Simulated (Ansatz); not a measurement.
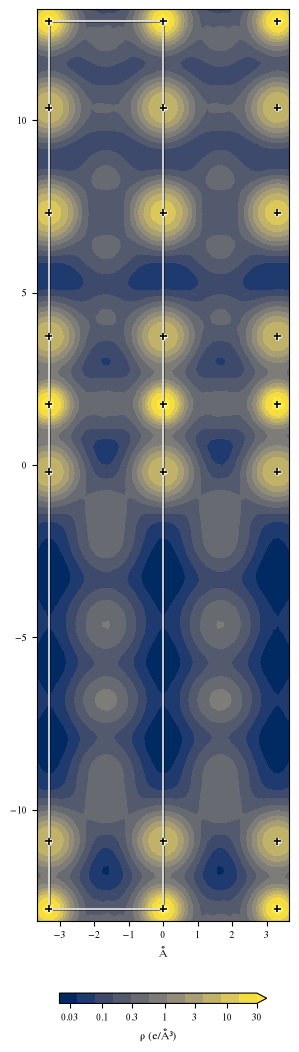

The valence electron density on a plane through atoms (crosses mark nuclei in the plane).

The calculation used DFT PBEsol, scalar-relativistic, plane waves, PAW (Ansatz 0.2.0).

Candidates:
A. ZnInGaO₄, a = 3.31 Å, b = 3.31 Å, c = 25.75 Å, α = 90.00°, β = 90.00°, γ = 120.00°. Space group R3m; a structure from a database of computed crystals, not necessarily the ambient phase.
B. Au, a = 4.08 Å, b = 4.08 Å, c = 4.08 Å, α = 90.00°, β = 90.00°, γ = 90.00°. Space group Fm-3m; computed without spin polarisation.

Which candidate gave the map?

Answer. Candidate A: ZnInGaO₄ on the (100) plane of the conventional cell, which holds Zn, In, Ga and O. Zn–O (1.97 Å): the density is about 0.62 e/Å³ at the midpoint. Ga–O (1.95 Å): ρ is about 0.68 e/Å³ halfway.
